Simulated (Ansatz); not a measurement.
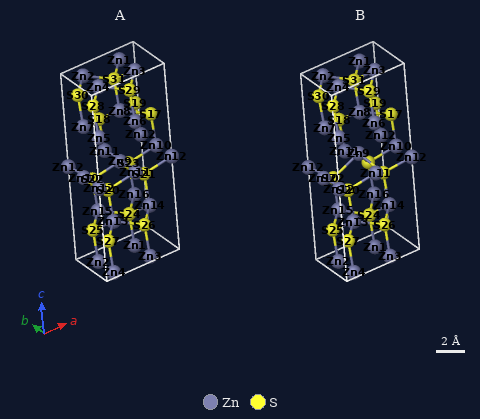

Two geometries of a defect cell of composition Zn16S15, drawn at one scale. One is the start of a relaxation, the other its converged end. The picture is a ball-and-stick view of the cell of the calculation (origin shifted), seen slightly off an axis.

Level of theory: DFT PBE, scalar-relativistic, plane waves, PAW in Ansatz. (plane-wave cutoff 420 eV; k-point mesh 2 × 2 × 2; occupations gaussian; smearing width 0.01 eV; no spin polarisation; atoms relaxed in a fixed cell; force threshold 0.025 eV/Å; at most 45 steps)

Which one is relaxed?

Structure B is the relaxed one. Case: S vacancy (site a), charge +0, atoms relaxed at the host's cell. The energy falls by 0.303 eV per cell of the calculation in 7 geometry steps. The largest force component goes from 0.53 to 0.0033 eV/Å. The atom that moves furthest is Zn9 (0.60 Å along [−1 −1 3]). Largest moves by element: Zn 0.60 Å, S 0.11 Å. The lattice vectors keep their values. Some distances before and after: Zn9–S21 2.358 → 2.511 Å, Zn1–S24 2.358 → 2.388 Å, Zn10–S17 2.361 → 2.381 Å, Zn14–S24 2.358 → 2.370 Å. Bond angles that change, for instance: S21–Zn9–S22 109.3° → 95.1°, Zn9–S21–Zn14 109.6° → 122.6°, S22–Zn10–S23 109.3° → 116.1°.

Limits of the set-up: the periodic images lie only 7.7 Å apart, so the values are limited by the cell's size.
